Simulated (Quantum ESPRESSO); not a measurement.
**Workfunction calculation, with input and output: Al (part 2 of 2)**

Al (slab, 6 atoms in the cell); Kohn-Sham DFT of a periodic cell, PBE, PseudoDojo 0.4.1 SR PBE standard, no spin polarisation (Quantum ESPRESSO 7.5); cutoff 544.23 eV, 11×11×1 k-mesh, fermi-dirac of 0.05 eV. The structure derives from a Materials Project entry.

Geometry of the input (Å; fractional positions):
```
2.8271  -0.0000  0.0000
-1.4135  2.4483  0.0000
0.0000  0.0000  26.4825
Al 0.6667  0.3333  0.2832
Al 0.0000  0.0000  0.3699
Al 0.3333  0.6667  0.4566
Al 0.0000  0.0000  0.5434
Al 0.6667  0.3333  0.6301
Al 0.0000  0.0000  0.7168
```

The program's output, continued:
```
     Computed dipole along edir(3) :
        Dipole                0.0005 Ry au,          0.0012 Debye
        Dipole field          0.0000 Ry au,

        Potential amp.       -0.0005 Ry
        Total length         48.1530 bohr

     total energy              =     -27.75148976 Ry
     estimated scf accuracy    <       0.00000007 Ry

     iteration # 17     ecut=    40.00 Ry     beta= 0.30
     Davidson diagonalization with overlap
     ethr =  3.85E-10,  avg # of iterations =  1.7

     Adding external electric field

     Computed dipole along edir(3) :
        Dipole                0.0006 Ry au,          0.0014 Debye
        Dipole field          0.0000 Ry au,

        Potential amp.       -0.0006 Ry
        Total length         48.1530 bohr

     End of self-consistent calculation

          k = 0.0000 0.0000 0.0000 (  5345 PWs)   bands (ev):

    -8.7757  -8.2638  -7.4171  -6.2718  -4.8351  -3.0799  -1.3843   0.7870
     2.9275   4.8361   5.9156   6.8612   7.0008   8.9090   9.0065

          k = 0.0000 0.1572 0.0000 (  5339 PWs)   bands (ev):

    -8.5720  -8.0608  -7.2150  -6.0710  -4.6358  -2.8808  -1.1935   0.9770
     3.1140   5.0228   6.1143   7.0533   7.1943   9.0691   9.1782

          k = 0.0000 0.3144 0.0000 (  5327 PWs)   bands (ev):

    -7.9629  -7.4535  -6.6108  -5.4707  -4.0402  -2.2874  -0.6218   1.5401
     3.6554   5.5382   6.6439   7.0750   7.4864   7.6661   7.8320

          k = 0.0000 0.4716 0.0000 (  5301 PWs)   bands (ev):

    -6.9537  -6.4475  -5.6099  -4.4770  -3.0559  -1.3150   0.3250   2.3986
     3.7845   4.1305   4.9290   5.0860   6.0861   6.7350   7.4842

          k = 0.0000 0.6288 0.0000 (  5258 PWs)   bands (ev):

    -5.5535  -5.0520  -4.2224  -3.1024  -1.7059  -0.0979   1.0448   1.2995
     1.7239   2.2946   3.3150   3.9683   4.6787   6.0249   6.3881

          k = 0.0000 0.7860 0.0000 (  5266 PWs)   bands (ev):

    -3.7765  -3.2836  -2.4742  -1.6692  -1.3936  -1.1933  -0.2382   0.1117
     0.8576   1.9288   2.2757   3.4090   3.9681   5.4353   5.6630

          k = 0.1361 0.0786 0.0000 (  5339 PWs)   bands (ev):

    -8.5720  -8.0608  -7.2150  -6.0710  -4.6358  -2.8808  -1.1935   0.9770
     3.1140   5.0228   6.1143   7.0533   7.1943   9.0692   9.1782

          k = 0.1361 0.2358 0.0000 (  5339 PWs)   bands (ev):

    -8.1657  -7.6556  -6.8119  -5.6705  -4.2384  -2.4845  -0.8122   1.3540
     3.4802   5.3831   6.5031   7.4149   7.5590   8.8054   8.8725

          k = 0.1361 0.3930 0.0000 (  5320 PWs)   bands (ev):

    -7.3565  -6.8490  -6.0093  -4.8734  -3.4482  -1.7004  -0.0521   2.0869
     4.1342   5.4575   6.0167   6.1704   6.8322   7.2879   7.5901

          k = 0.1361 0.5502 0.0000 (  5274 PWs)   bands (ev):

    -6.1517  -5.6481  -4.8149  -3.6885  -2.2777  -0.5622   1.0678   2.3515
     2.8425   3.4228   3.8228   4.8053   5.4113   6.0880   6.5347

          k = 0.1361 0.7074 0.0000 (  5265 PWs)   bands (ev):

    -4.5625  -4.0650  -3.2430  -2.1389  -0.8140  -0.3667   0.3235   0.8998
     1.2999   2.2179   2.6655   3.5608   4.7346   5.1237   6.2126

          k = 0.1361 0.8646 0.0000 (  5274 PWs)   bands (ev):

    -2.6488  -2.5679  -2.1658  -2.0958  -1.3618  -1.3222  -0.1628  -0.0576
     1.1008   1.5009   2.9437   3.0766   4.3675   4.7062   5.7206

          k = 0.1361-0.7074 0.0000 (  5265 PWs)   bands (ev):

    -4.5625  -4.0650  -3.2430  -2.1389  -0.8140  -0.3667   0.3235   0.8998
     1.2999   2.2179   2.6655   3.5608   4.7346   5.1237   6.2127

          k = 0.1361-0.5502 0.0000 (  5274 PWs)   bands (ev):

    -6.1517  -5.6481  -4.8149  -3.6885  -2.2777  -0.5622   1.0678   2.3515
     2.8425   3.4228   3.8228   4.8053   5.4113   6.0880   6.5346

          k = 0.1361-0.3930 0.0000 (  5320 PWs)   bands (ev):

    -7.3565  -6.8490  -6.0093  -4.8734  -3.4482  -1.7004  -0.0521   2.0869
     4.1342   5.4575   6.0167   6.1704   6.8322   7.2879   7.5900

          k = 0.1361-0.2358 0.0000 (  5339 PWs)   bands (ev):

    -8.1657  -7.6556  -6.8119  -5.6705  -4.2384  -2.4845  -0.8122   1.3540
     3.4802   5.3831   6.5032   7.4149   7.5590   8.8050   8.8724

          k = 0.1361-0.0786 0.0000 (  5339 PWs)   bands (ev):

    -8.5720  -8.0608  -7.2150  -6.0710  -4.6358  -2.8808  -1.1935   0.9770
     3.1140   5.0227   6.1143   7.0533   7.1943   9.0692   9.1782

          k = 0.2723 0.1572 0.0000 (  5327 PWs)   bands (ev):

    -7.9629  -7.4535  -6.6108  -5.4707  -4.0402  -2.2874  -0.6218   1.5401
     3.6554   5.5382   6.6439   7.0750   7.4864   7.6661   7.8320

          k = 0.2723 0.3144 0.0000 (  5320 PWs)   bands (ev):

    -7.3565  -6.8490  -6.0093  -4.8734  -3.4482  -1.7004  -0.0521   2.0869
     4.1342   5.4575   6.0167   6.1704   6.8322   7.2879   7.5900

          k = 0.2723 0.4716 0.0000 (  5271 PWs)   bands (ev):

    -6.3518  -5.8475  -5.0131  -3.8849  -2.4706  -0.7417   0.8893   2.8955
     4.1846   4.4796   4.5600   4.8665   5.4075   5.6092   5.8037

          k = 0.2723 0.6288 0.0000 (  5275 PWs)   bands (ev):

    -4.9577  -4.4584  -3.6327  -2.5188  -1.1332   0.4468   1.6069   1.8526
     2.2712   2.8426   3.4554   3.8017   3.9161   4.5843   5.1158

          k = 0.2723 0.7860 0.0000 (  5273 PWs)   bands (ev):

    -3.1891  -2.6992  -1.8957  -1.0956  -0.8248  -0.6230   0.3323   0.6675
     1.4117   2.3122   2.6895   3.2246   3.6897   4.0682   4.4867

          k = 0.2723 0.9432 0.0000 (  5273 PWs)   bands (ev):

    -3.1891  -2.6992  -1.8957  -1.0956  -0.8248  -0.6230   0.3323   0.6675
     1.4117   2.3122   2.6895   3.2246   3.6897   4.0682   4.4866

          k = 0.2723-0.6288 0.0000 (  5275 PWs)   bands (ev):

    -4.9577  -4.4584  -3.6327  -2.5188  -1.1332   0.4468   1.6069   1.8526
     2.2712   2.8426   3.4554   3.8017   3.9161   4.5843   5.1158

          k = 0.2723-0.4716 0.0000 (  5271 PWs)   bands (ev):

    -6.3518  -5.8475  -5.0131  -3.8849  -2.4706  -0.7417   0.8893   2.8955
     4.1846   4.4796   4.5600   4.8665   5.4075   5.6092   5.8037

          k = 0.2723-0.3144 0.0000 (  5320 PWs)   bands (ev):

    -7.3565  -6.8490  -6.0093  -4.8734  -3.4482  -1.7004  -0.0521   2.0869
     4.1342   5.4575   6.0167   6.1704   6.8322   7.2879   7.5900

          k = 0.2723-0.1572 0.0000 (  5327 PWs)   bands (ev):

    -7.9629  -7.4535  -6.6108  -5.4707  -4.0402  -2.2874  -0.6218   1.5401
     3.6554   5.5382   6.6439   7.0750   7.4864   7.6660   7.8321

          k = 0.2723 0.0000 0.0000 (  5339 PWs)   bands (ev):

    -8.1657  -7.6556  -6.8119  -5.6705  -4.2384  -2.4845  -0.8122   1.3540
     3.4802   5.3831   6.5031   7.4149   7.5590   8.8051   8.8724

          k = 0.4084 0.2358 0.0000 (  5301 PWs)   bands (ev):

    -6.9537  -6.4475  -5.6099  -4.4770  -3.0559  -1.3150   0.3250   2.3986
     3.7845   4.1305   4.9290   5.0860   6.0861   6.7350   7.4842

          k = 0.4084 0.3930 0.0000 (  5274 PWs)   bands (ev):

    -6.1517  -5.6481  -4.8149  -3.6885  -2.2777  -0.5622   1.0678   2.3515
     2.8425   3.4228   3.8228   4.8053   5.4113   6.0880   6.5349

          k = 0.4084 0.5502 0.0000 (  5275 PWs)   bands (ev):

    -4.9577  -4.4584  -3.6327  -2.5188  -1.1332   0.4468   1.6069   1.8526
     2.2712   2.8426   3.4554   3.8017   3.9161   4.5843   5.1158

          k = 0.4084 0.7074 0.0000 (  5259 PWs)   bands (ev):

    -3.3835  -2.8914  -2.0803  -0.9998   0.2444   0.6628   0.8862   1.3242
     1.5378   1.9676   2.1862   2.4592   3.3956   3.6308   3.8139

          k = 0.4084 0.8646 0.0000 (  5250 PWs)   bands (ev):

    -1.4914  -1.4096  -1.0237  -0.9437  -0.2454  -0.1893   0.5963   0.8835
     1.0022   1.1277   2.1359   2.2501   2.7233   3.2433   4.3168

          k = 0.4084 1.0217 0.0000 (  5259 PWs)   bands (ev):

    -3.3835  -2.8914  -2.0803  -0.9998   0.2444   0.6628   0.8862   1.3242
     1.5378   1.9676   2.1862   2.4592   3.3956   3.6308   3.8139

          k = 0.4084-0.5502 0.0000 (  5275 PWs)   bands (ev):

    -4.9577  -4.4584  -3.6327  -2.5188  -1.1332   0.4468   1.6069   1.8526
     2.2712   2.8426   3.4554   3.8017   3.9161   4.5843   5.1158

          k = 0.4084-0.3930 0.0000 (  5274 PWs)   bands (ev):

    -6.1517  -5.6481  -4.8149  -3.6885  -2.2777  -0.5622   1.0678   2.3515
     2.8425   3.4228   3.8228   4.8053   5.4113   6.0880   6.5347

          k = 0.4084-0.2358 0.0000 (  5301 PWs)   bands (ev):

    -6.9537  -6.4475  -5.6099  -4.4770  -3.0559  -1.3150   0.3250   2.3986
     3.7845   4.1305   4.9290   5.0860   6.0861   6.7350   7.4842

          k = 0.4084-0.0786 0.0000 (  5320 PWs)   bands (ev):

    -7.3565  -6.8490  -6.0093  -4.8734  -3.4482  -1.7004  -0.0521   2.0869
     4.1342   5.4575   6.0167   6.1704   6.8322   7.2879   7.5900

          k = 0.4084 0.0786 0.0000 (  5320 PWs)   bands (ev):

    -7.3565  -6.8490  -6.0093  -4.8734  -3.4482  -1.7004  -0.0521   2.0869
     4.1342   5.4575   6.0167   6.1704   6.8322   7.2879   7.5901

          k = 0.5445 0.3144 0.0000 (  5258 PWs)   bands (ev):

    -5.5535  -5.0520  -4.2224  -3.1024  -1.7059  -0.0979   1.0448   1.2995
     1.7239   2.2946   3.3150   3.9683   4.6787   6.0249   6.3881

          k = 0.5445 0.4716 0.0000 (  5265 PWs)   bands (ev):

    -4.5625  -4.0650  -3.2430  -2.1389  -0.8140  -0.3667   0.3235   0.8998
     1.2999   2.2179   2.6655   3.5608   4.7346   5.1237   6.2128

          k = 0.5445 0.6288 0.0000 (  5273 PWs)   bands (ev):

    -3.1891  -2.6992  -1.8957  -1.0956  -0.8248  -0.6230   0.3323   0.6675
     1.4117   2.3122   2.6895   3.2246   3.6897   4.0682   4.4868

          k = 0.5445 0.7860 0.0000 (  5250 PWs)   bands (ev):

    -1.4914  -1.4096  -1.0237  -0.9437  -0.2454  -0.1893   0.5963   0.8835
     1.0022   1.1277   2.1359   2.2501   2.7233   3.2433   4.3165

          k = 0.5445 0.9432 0.0000 (  5250 PWs)   bands (ev):

    -1.4914  -1.4096  -1.0237  -0.9437  -0.2454  -0.1893   0.5963   0.8835
     1.0022   1.1277   2.1359   2.2501   2.7233   3.2433   4.3168

          k = 0.5445 1.1003 0.0000 (  5273 PWs)   bands (ev):

    -3.1891  -2.6992  -1.8957  -1.0956  -0.8248  -0.6230   0.3323   0.6675
     1.4117   2.3122   2.6895   3.2246   3.6897   4.0682   4.4867

          k = 0.5445-0.4716 0.0000 (  5265 PWs)   bands (ev):

    -4.5625  -4.0650  -3.2430  -2.1389  -0.8140  -0.3667   0.3235   0.8998
     1.2999   2.2179   2.6655   3.5608   4.7346   5.1237   6.2128

          k = 0.5445-0.3144 0.0000 (  5258 PWs)   bands (ev):

    -5.5535  -5.0520  -4.2224  -3.1024  -1.7059  -0.0979   1.0448   1.2995
     1.7239   2.2946   3.3150   3.9683   4.6787   6.0249   6.3881

          k = 0.5445-0.1572 0.0000 (  5274 PWs)   bands (ev):

    -6.1517  -5.6481  -4.8149  -3.6885  -2.2777  -0.5622   1.0678   2.3515
     2.8425   3.4228   3.8228   4.8053   5.4113   6.0880   6.5347

          k = 0.5445 0.0000 0.0000 (  5271 PWs)   bands (ev):

    -6.3518  -5.8475  -5.0131  -3.8849  -2.4706  -0.7417   0.8893   2.8955
     4.1846   4.4796   4.5600   4.8665   5.4075   5.6092   5.8038

          k = 0.5445 0.1572 0.0000 (  5274 PWs)   bands (ev):

    -6.1517  -5.6481  -4.8149  -3.6885  -2.2777  -0.5622   1.0678   2.3515
     2.8425   3.4228   3.8228   4.8053   5.4113   6.0880   6.5347

          k = 0.6807 0.3930 0.0000 (  5266 PWs)   bands (ev):

    -3.7765  -3.2836  -2.4742  -1.6692  -1.3936  -1.1933  -0.2382   0.1117
     0.8576   1.9288   2.2757   3.4090   3.9681   5.4353   5.6630

          k = 0.6807 0.5502 0.0000 (  5274 PWs)   bands (ev):

    -2.6488  -2.5679  -2.1658  -2.0958  -1.3618  -1.3222  -0.1628  -0.0576
     1.1008   1.5009   2.9437   3.0766   4.3675   4.7061   5.7208

          k = 0.6807 0.7074 0.0000 (  5273 PWs)   bands (ev):

    -3.1891  -2.6992  -1.8957  -1.0956  -0.8248  -0.6230   0.3323   0.6675
     1.4117   2.3122   2.6895   3.2246   3.6897   4.0682   4.4866

          k = 0.6807 0.8646 0.0000 (  5259 PWs)   bands (ev):

    -3.3835  -2.8914  -2.0803  -0.9998   0.2444   0.6628   0.8862   1.3242
     1.5378   1.9676   2.1862   2.4592   3.3956   3.6308   3.8139

          k = 0.6807 1.0217 0.0000 (  5273 PWs)   bands (ev):

    -3.1891  -2.6992  -1.8957  -1.0956  -0.8248  -0.6230   0.3323   0.6675
     1.4118   2.3122   2.6895   3.2246   3.6897   4.0682   4.4866

          k = 0.6807 1.1789 0.0000 (  5274 PWs)   bands (ev):

    -2.6488  -2.5679  -2.1658  -2.0958  -1.3618  -1.3222  -0.1628  -0.0576
     1.1008   1.5009   2.9437   3.0766   4.3675   4.7062   5.7207

          k = 0.6807-0.3930 0.0000 (  5266 PWs)   bands (ev):

    -3.7765  -3.2836  -2.4742  -1.6692  -1.3936  -1.1933  -0.2382   0.1117
     0.8576   1.9288   2.2757   3.4090   3.9681   5.4353   5.6630

          k = 0.6807-0.2358 0.0000 (  5265 PWs)   bands (ev):

    -4.5625  -4.0650  -3.2430  -2.1389  -0.8140  -0.3667   0.3235   0.8998
     1.2999   2.2179   2.6655   3.5608   4.7346   5.1237   6.2123

          k = 0.6807-0.0786 0.0000 (  5275 PWs)   bands (ev):

    -4.9577  -4.4584  -3.6327  -2.5188  -1.1332   0.4468   1.6069   1.8526
     2.2712   2.8426   3.4554   3.8017   3.9161   4.5843   5.1159

          k = 0.6807 0.0786 0.0000 (  5275 PWs)   bands (ev):

    -4.9577  -4.4584  -3.6327  -2.5188  -1.1332   0.4468   1.6069   1.8526
     2.2712   2.8426   3.4554   3.8017   3.9161   4.5843   5.1158

          k = 0.6807 0.2358 0.0000 (  5265 PWs)   bands (ev):

    -4.5625  -4.0650  -3.2430  -2.1389  -0.8140  -0.3667   0.3235   0.8998
     1.2999   2.2179   2.6655   3.5608   4.7346   5.1237   6.2124

     the Fermi energy is     2.3628 ev

!    total energy              =     -27.75148975 Ry
     estimated scf accuracy    <          3.0E-09 Ry
     smearing contrib. (-TS)   =      -0.00229978 Ry
     internal energy E=F+TS    =     -27.74918996 Ry

     The total energy is F=E-TS. E is the sum of the following terms:
     one-electron contribution =    -300.10213485 Ry
     hartree contribution      =     155.26074334 Ry
     xc contribution           =     -12.94593136 Ry
     ewald contribution        =     130.03813291 Ry
     electric field correction =       0.00000000 Ry

     convergence has been achieved in  17 iterations

     Forces acting on atoms (cartesian axes, Ry/au):

     atom    1 type  1   force =    -0.00000019   -0.00000008   -0.00504094
     atom    2 type  1   force =     0.00000001   -0.00000005   -0.00212900
     atom    3 type  1   force =     0.00000002    0.00000001   -0.00060711
     atom    4 type  1   force =    -0.00000000   -0.00000004    0.00066316
     atom    5 type  1   force =    -0.00000004    0.00000006   -0.00102172
     atom    6 type  1   force =     0.00000020    0.00000010    0.00813561

     Total force =     0.009899     Total SCF correction =     0.000044

=------------------------------------------------------------------------------=
   JOB DONE.
=------------------------------------------------------------------------------=
```

File pp_potential.out:
```
This program is part of the open-source Quantum ESPRESSO suite
     for quantum simulation of materials; please cite
         "P. Giannozzi et al., J. Phys.:Condens. Matter 21 395502 (2009);
         "P. Giannozzi et al., J. Phys.:Condens. Matter 29 465901 (2017);
         "P. Giannozzi et al., J. Chem. Phys. 152 154105 (2020);
          URL
     in publications or presentations arising from this work. More details at

     ./tmp/pwscf.save/

     IMPORTANT: XC functional enforced from input :
     Exchange-correlation= PBE
                           (   1   4   3   4   0   0   0)
     Any further DFT definition will be discarded
     Please, verify this is what you really want

     G-vector sticks info
     --------------------
     sticks:   dense  smooth     PW     G-vecs:    dense   smooth      PW
     Sum         313     313    109                42357    42357    8469

     Using Slab Decomposition

     Adding external electric field

     Computed dipole along edir(3) :
        Dipole                0.0006 Ry au,          0.0014 Debye
        Dipole field          0.0000 Ry au,

        Potential amp.       -0.0006 Ry
        Total length         48.1530 bohr

     Calling punch_plot, plot_num =  11

     Adding external electric field

     Computed dipole along edir(3) :
        Dipole                0.0006 Ry au,          0.0014 Debye
        Dipole field          0.0000 Ry au,

        Potential amp.       -0.0006 Ry
        Total length         48.1530 bohr

     Writing data to file  potential.dat
     Reading data from file  potential.dat

     Writing data to be plotted to file potential.cube
     Plot Type: 3D                     Output format: Gaussian cube

=------------------------------------------------------------------------------=
   JOB DONE.
=------------------------------------------------------------------------------=
```

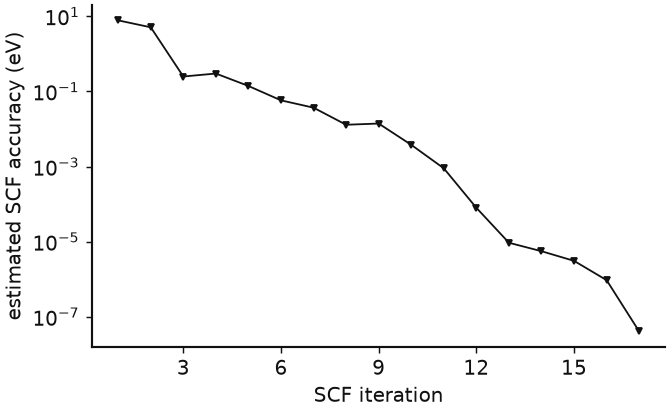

Figure 1. Convergence of the self-consistent field: estimated SCF accuracy against the iteration. The field takes 17 iterations in all.

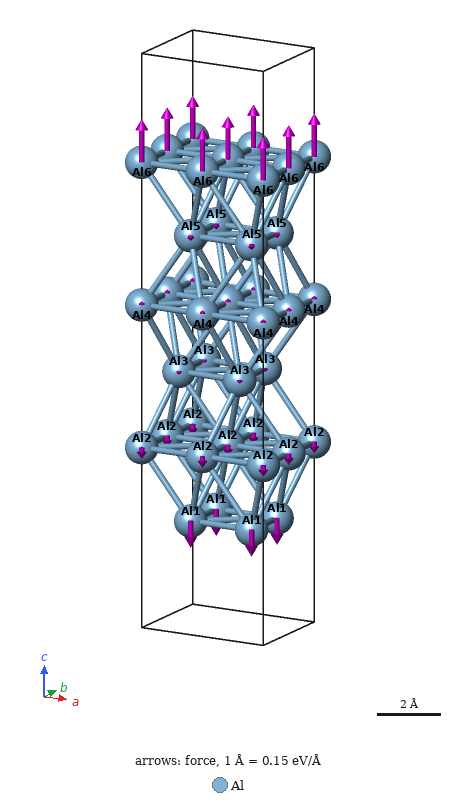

Figure 2. Forces on the atoms as pink arrows (ball-and-stick view of the 2 × 2 repeat of the cell, with the vacuum cut short, seen slightly off an axis; atoms are numbered from 1 in the order of the input). The largest act on Al6 (0.21 eV/Å); Al1 (0.13 eV/Å). The geometry is not a stationary point of this energy.

Key numbers:

```csv
quantity,value
outcome,converged
electrons treated,18
free energy,−377.5783 eV
"work function, top face",4.11 eV
"work function, bottom face",4.12 eV
Fermi energy,2.363 eV
gap on the k-point mesh,none (metallic)
work function (upper face),4.11 eV
largest force (length of the vector),0.209 eV/Å
wall time,4 min
peak memory,0.15 GiB
```

Notes on the run: negative rho.
